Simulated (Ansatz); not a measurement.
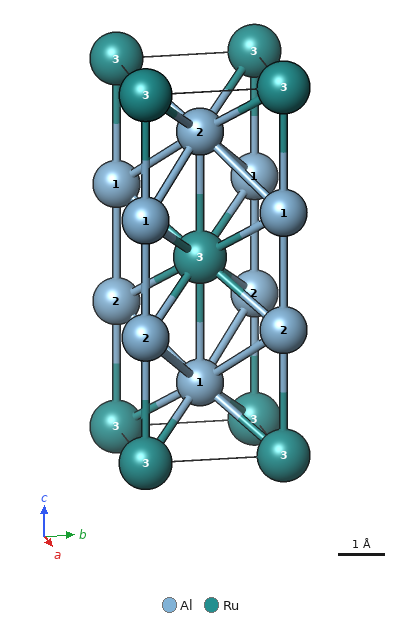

**Figure 1.** The structure as given in the input (ball-and-stick view of the cell 2 times as large as that of the calculation, set on its symmetry axes, seen slightly off an axis; atoms are numbered from 1 in the order of the input). An atom can appear more than once, as a periodic image.

**Al$_{2}$Ru: single-point calculation**

The run: single-point calculation of Al$_{2}$Ru (I4/mmm, 3 atoms in the cell). Method and program: DFT PBEsol, scalar-relativistic, plane waves, PAW, no spin polarisation (Ansatz 0.2.0).

The structure derives from a Materials Project entry. Figures and captions count atoms from 1; the log counts them from 0 in places.

**What the program printed**
```
Engine: ansatz 0.2.0, aarch64-unknown-linux-gnu
Pseudopotentials: kind: paw
Pseudopotential: Al, paw, valence charge 3, recommended cutoff 420 eV (normal), Al.paw.azcp
Pseudopotential: Ru, paw, valence charge 16, recommended cutoff 420 eV (normal), Ru.paw.azcp
Functional definition: PBEsol
  exchange = pbesol_x
  correlation = pbesol_c
Crystal: 3 atoms, lattice volume = 41.119 Å³
Basis set: ecut = 420 eV, 795 PW (Γ), exchange–correlation on 64×64×64 points (8 copies of the dense FFT grid, shifted against one another)
Bands: 15, of which v1, the nominal top of the filled ones, is band 11 counted from 1 (10 counted from 0)
Symmetry: 16 space group operations
Space group: I4/mmm (ITA 139), of the structure as read, at distance tolerance 3.5e-5 Å
k-points: 480 of 5832
Non-local potential: Al, projectors of the file, l = 0: 2, l = 1: 2, l = 2: 1
Non-local potential: Ru, projectors of the file, l = 0: 3, l = 1: 2, l = 2: 2, l = 3: 1
PAW form: soft (Blöchl's): semilocal exchange-correlation on the pseudo side does not see the compensation charge
PAW frozen core: Al, regenerated for the run's functional, and the local potential with it (the file was generated under x = pbe(κ = 0.804, μ = 0.2195149727645171), c = pbe(β = 0.06672455060314922))
PAW frozen core: Ru, regenerated for the run's functional, and the local potential with it (the file was generated under x = pbe(κ = 0.804, μ = 0.2195149727645171), c = pbe(β = 0.06672455060314922))
PAW one-centre angular grid: Al, 110 points (default); XC on 64 Gauss nodes
PAW one-centre angular grid: Ru, 590 points (default); XC on 64 Gauss nodes
Initial density: superposition of atomic densities (neutral atoms: chi_scale 0, normalization atom), corrected by the library's trained network
Initial wavefunctions: pseudopotential atomic-orbital guess
Functional: x = pbesol(κ = 0.804, μ = 0.12345679012345678), c = pbesol(β = 0.046)
SCF iter   1: F=—  HF=-6867.579975 eV  |F-HF|=—  |Δ(HF+E_count)|=         —  Δρ=8.46e-3  dr2=3.77e-2  ethr=1.77e-3  ⟨swp⟩=5.2  Hψ=38830  notcnv=0
preconditioner: auto → Kerker (q_TF=auto, 2.458 Å⁻¹)  [metal: Δε(μ)=0.096 eV  Ē_g=7.311 eV  σ=0.100 eV  W_gap=0.49  n_scr=10 (ndim 8)  ℏωp=21.7 eV  f_vac=0.000  D(μ)=0.12/eV (n_scr^D=0)]
SCF iter   2: F=—  HF=-6867.574422 eV  |F-HF|=—  |Δ(HF+E_count)|=   5.55e-3  Δρ=3.67e-3  dr2=7.67e-3  ethr=1.71e-4  ⟨swp⟩=1.0  Hψ=11040  notcnv=0
SCF iter   3: F=—  HF=-6867.572943 eV  |F-HF|=—  |Δ(HF+E_count)|=   1.48e-3  Δρ=7.17e-4  dr2=2.49e-4  ethr=3.48e-5  ⟨swp⟩=2.4  Hψ=10312  notcnv=0
SCF iter   4: F=—  HF=-6867.572869 eV  |F-HF|=—  |Δ(HF+E_count)|=   7.43e-5  Δρ=1.12e-4  dr2=4.76e-6  ethr=1.13e-6  ⟨swp⟩=2.5  Hψ=11965  notcnv=0
SCF iter   5: F=—  HF=-6867.572873 eV  |F-HF|=—  |Δ(HF+E_count)|=   4.58e-6  Δρ=3.29e-5  dr2=5.36e-7  ethr=2.16e-8  ⟨swp⟩=2.2  Hψ=11327  notcnv=0
SCF iter   6: F=-6867.572873 eV  HF=-6867.572873 eV  |F-HF|=5.67e-9  |Δ(HF+E_count)|=   1.15e-7  Δρ=6.45e-6  dr2=1.28e-8  ethr=4.55e-10  ⟨swp⟩=8.5  Hψ=48311  notcnv=0
SCF 1 converged in 6 iterations: F = -6867.572873 eV  dr2 = 1.28e-8
  greatest PAW one-centre occupation: 0.999 electrons in one spin orbital (limit 2), on the Ru atom at site 2 (counted from 0), in its partial waves of l = 0
```

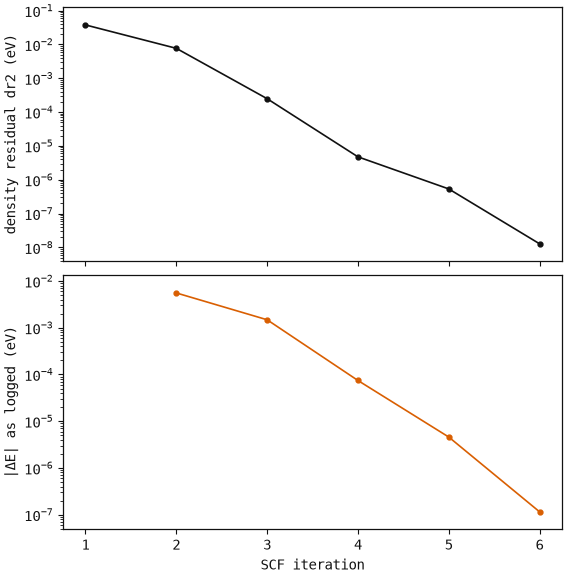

**Figure 2.** Convergence of the self-consistent field: density residual dr2 and size of the energy change against the SCF iteration. The residual falls at every step.

```
SCF converged after 6 iterations
Free energy (F): -6867.572873 eV
Harris-Foulkes:  -6867.572873 eV  (|F-HF|=5.67e-9)
Internal energy: -6867.571627 eV  (E = F + TS)
E sigma→0 (E₀):  -6867.572250 eV
Entropy (-TS):   -0.001246 eV (-0.415 meV/atom)
Fermi energy:    14.019102 eV
--- Per-component energies (eV) ---
  E_band       = -145.790691
  E_kinetic    = 566.615635
  E_local      = -2145.288278  (includes V_loc(G=0)·N_el)
  E_nonlocal   = 366.012046
  E_hartree    = 799.141875
  E_xc         = -271.101410
  E_vxc        = -300.654915  (∫ρ·V_xc dr)
  E_paw        = -4309.859270  (= ΣΔE_a)
  E_vpaw       = -230.754667  (= ΣTr[D̂ρ^β])
  E_aug_tail   = -0.000193  (compensation charges beyond the density's cutoff)
  E_ewald      = -1873.383606
  E_core_change = 0.291574  (= ΣΔE_core)
  E_smearing   = -0.001246  (= −TS)
  E_closure    = 0.000000  (closes the sum)
  Σ components = -6867.572873   (vs F -6867.572873, Δ=0.00e0)
--- Forces (eV/Å), atoms counted from 1 ---
  atom   1  Al    -0.00000000     0.00000000    -0.04891910
  atom   2  Al    -0.00000000     0.00000000     0.04891910
  atom   3  Ru     0.00000000     0.00000000     0.00000000
  max |Σ_I F_I| component: 2.43e-17 eV/Å
--- Stress (GPa, compression-positive) ---
       -0.194032      -0.000000       0.000000
       -0.000000      -0.194032       0.000000
        0.000000      -0.000000      -0.900363
  P = ⅓ Tr σ = -0.4295 GPa (-4.295 kbar)
--- Band table (eV; the first three rows and the last of 480) ---
  k-point 0: bands = ["-58.5012", "-28.5445", "-28.5445", "-28.4711", "3.0983", "8.5804", "10.1807", "12.0222", "12.0222", "12.0280", "13.0596", "16.4023", "18.6596", "20.1163", "20.1163"]
  k-point 1: bands = ["-58.5007", "-28.5483", "-28.5481", "-28.4703", "3.2001", "8.6692", "10.2255", "11.4683", "11.8854", "12.6584", "12.9273", "16.3820", "18.2660", "19.5425", "19.9352"]
  k-point 2: bands = ["-58.4991", "-28.5593", "-28.5583", "-28.4680", "3.5018", "8.9245", "10.3611", "11.0137", "11.5169", "12.5487", "13.3180", "16.3405", "17.7029", "18.5788", "19.5789"]
  k-point 479: bands = ["-58.5012", "-28.5446", "-28.5446", "-28.4735", "4.9324", "5.5783", "10.0206", "11.3836", "12.4567", "12.4567", "13.0850", "17.1625", "17.1625", "20.2889", "20.4613"]
--- Löwdin populations: 3 sites ---
  site symbol       q [e]
     0     Al      2.9431
     1     Al      2.9431
     2     Ru     15.9792
  spilling = 0.006117 (of n_electrons = 22.000000)
```

**File populations.tsv**
```
# site	symbol	l	j	q
# orbitals = lowdin
# n_electrons = 22.000000
# spilling = 0.006117
0	Al	0_3S	-	0.777902
0	Al	1_3P	-	2.165239
1	Al	0_3S	-	0.777902
1	Al	1_3P	-	2.165239
2	Ru	0_4S	-	1.909658
2	Ru	0_5S	-	0.458092
2	Ru	1_4P	-	5.983110
2	Ru	2_4D	-	7.628292
```

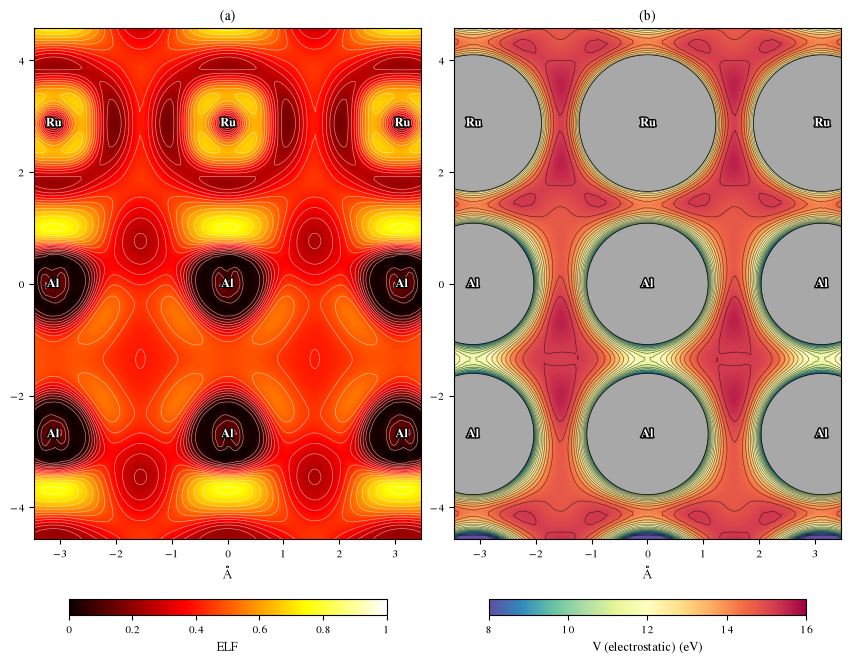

**Figure 3.** (a) ELF; (b) electrostatic potential (local pseudopotential plus Hartree) felt by an electron on the (100) plane of the conventional cell. Grey discs, where drawn, cover atomic cores. Al–Al (2.69 Å): the ELF is about 0.45 at the midpoint (no localised pair between them). Al–Ru (2.88 Å): the ELF is about 0.50 at the midpoint (no shared electron pair). The strong features right at Ru lie inside the PAW spheres (semicore, d or f shells) and say nothing about bonding. Outside the cores the potential energy rises away from the atoms and is highest about 1.7 Å from the nearest atoms; outside the discs it spans about 7 eV, and its zero is arbitrary. Core electrons are frozen (PAW), so the fields are smoothed inside the atomic spheres.

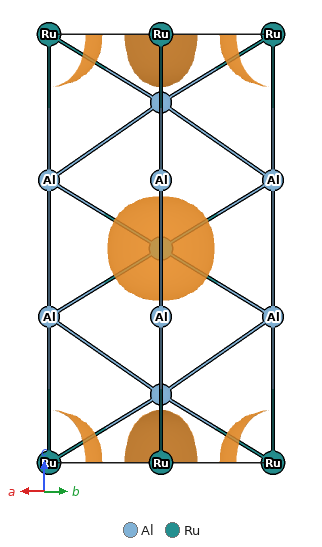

**Figure 4.** Isosurface of the valence charge density (pseudo) at 0.6 e/Å³ (orange), seen along [110]. Sticks mark near contacts. The outline is the cell set on symmetry axes. At this value the density breaks into separate islands; it holds about 60 % of the electrons treated as valence (semicore included). It is pinched off along the Al–Ru (2.58 Å), Al–Al (2.69 Å) and Al–Ru (2.88 Å) contacts. On the grid the lowest density along these lines, outside the cores, is 0.28 e/Å³ (Al–Ru, 2.58 Å), 0.22 e/Å³ (Al–Al, 2.69 Å) and 0.27 e/Å³ (Al–Ru, 2.88 Å).

This output came from the following input.

**The input**
```yaml
crystal:
  lattice:
    - [-1.56042162, 1.56042162, 4.22180559]
    - [1.56042162, -1.56042162, 4.22180559]
    - [1.56042162, 1.56042162, -4.22180559]
  atoms:
    - { symbol: Al, position: [0.65920219, 0.65920219, 0.0] }
    - { symbol: Al, position: [0.34079781, 0.34079781, 0.0] }
    - { symbol: Ru, position: [0.0, 0.0, 0.0] }
basis:
  ecutwfc: 420
kpoints:
  mp_grid: { grid: [18, 18, 18] }
hamiltonian:
  xc: pbesol
scf:
  occupations: { method: gaussian, width: 0.1 }
output:
  forces: true
  stress: true
  eigenvalues: true
  populations: true
  write_density: true
  write_potential: true
  elf: true
  volumetric_format: npy
```

Launched with:
```bash
ansatz run input.yaml --threads 1 --pin off --max-ram 2560MiB --backend cpu --events-out ev --progress --plain --runs-dir out
```

**Key numbers**

- outcome: converged
- space group (tolerance 0.01 Å): I4/mmm (139)
- electrons treated: 22
- free energy: −6867.5729 eV
- Fermi energy: 14.019 eV
- gap on the k-point mesh: none (metallic)
- pressure: −0.43 GPa
- largest force (length of the vector): 0.049 eV/Å
- hardware: 1 thread of Arm Neoverse V1, 24 GiB of memory available, shared host
- wall time: 22 s
- peak memory: 0.49 GiB
